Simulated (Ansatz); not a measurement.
```yaml
crystal:
  lattice:
    - [9.38060, 0.00000, 0.00000]
    - [0.00000, 11.57408, 0.00000]
    - [0.00000, 0.00000, 5.93283]
  atoms:
    - { symbol: K, position: [0.00000, 0.60557, 0.75000] }
    - { symbol: K, position: [0.50000, 0.10557, 0.75000] }
    - { symbol: K, position: [0.29482, 0.39209, 0.75000] }
    - { symbol: K, position: [0.79482, 0.89209, 0.75000] }
    - { symbol: K, position: [0.20518, 0.89209, 0.75000] }
    - { symbol: K, position: [0.70518, 0.39209, 0.75000] }
    - { symbol: K, position: [0.00000, 0.39443, 0.25000] }
    - { symbol: K, position: [0.50000, 0.89443, 0.25000] }
    - { symbol: K, position: [0.29482, 0.60791, 0.25000] }
    - { symbol: K, position: [0.79482, 0.10791, 0.25000] }
    - { symbol: K, position: [0.20518, 0.10791, 0.25000] }
    - { symbol: K, position: [0.70518, 0.60791, 0.25000] }
    - { symbol: Ta, position: [0.00000, 0.20114, 0.75000] }
    - { symbol: Ta, position: [0.50000, 0.70114, 0.75000] }
    - { symbol: Ta, position: [0.00000, 0.79886, 0.25000] }
    - { symbol: Ta, position: [0.50000, 0.29886, 0.25000] }
    - { symbol: O, position: [0.17505, 0.12482, 0.75000] }
    - { symbol: O, position: [0.67505, 0.62482, 0.75000] }
    - { symbol: O, position: [0.32495, 0.62482, 0.75000] }
    - { symbol: O, position: [0.82495, 0.12482, 0.75000] }
    - { symbol: O, position: [0.00000, 0.36328, 0.75000] }
    - { symbol: O, position: [0.50000, 0.86328, 0.75000] }
    - { symbol: O, position: [0.17505, 0.87518, 0.25000] }
    - { symbol: O, position: [0.67505, 0.37518, 0.25000] }
    - { symbol: O, position: [0.32495, 0.37518, 0.25000] }
    - { symbol: O, position: [0.82495, 0.87518, 0.25000] }
    - { symbol: O, position: [0.00000, 0.63672, 0.25000] }
    - { symbol: O, position: [0.50000, 0.13672, 0.25000] }
```

Space group Cmcm; a generated structure, not necessarily the stable one.

Computed with DFT PBE, scalar-relativistic, plane waves, PAW in Ansatz.

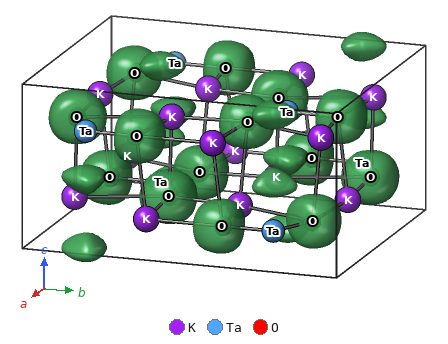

K3TaO3. Isosurface of the ELF at 0.65 (green), seen slightly off an axis. Core shells and regions of very low density are left out. Sticks mark near contacts.

Where are the electrons localised?

Answer. The surface consists of twelve regions wrapped around O (the valence shell of each) and eight pockets between the atoms, centred on no nucleus (multi-centre or interstitial), counted in one cell of 28 atoms. Any copies at cell faces, edges or corners count once. Profiles from the grid: Ta–O (1.86 Å): the ELF peaks at about 0.80 in the valence shell of O, 0.6 Å from its nucleus, and drops to about 0.30 between the two atoms; no localised pair shows between them. K–O (2.71 Å): the ELF is about 0.05 at the midpoint: a closed-shell, largely ionic contact.

Metal or insulator at this level of theory?

Answer. It is gapped, with a Kohn–Sham gap of 1.8 eV on the k-point mesh (the band edges may lie off the mesh, which would make the gap smaller).
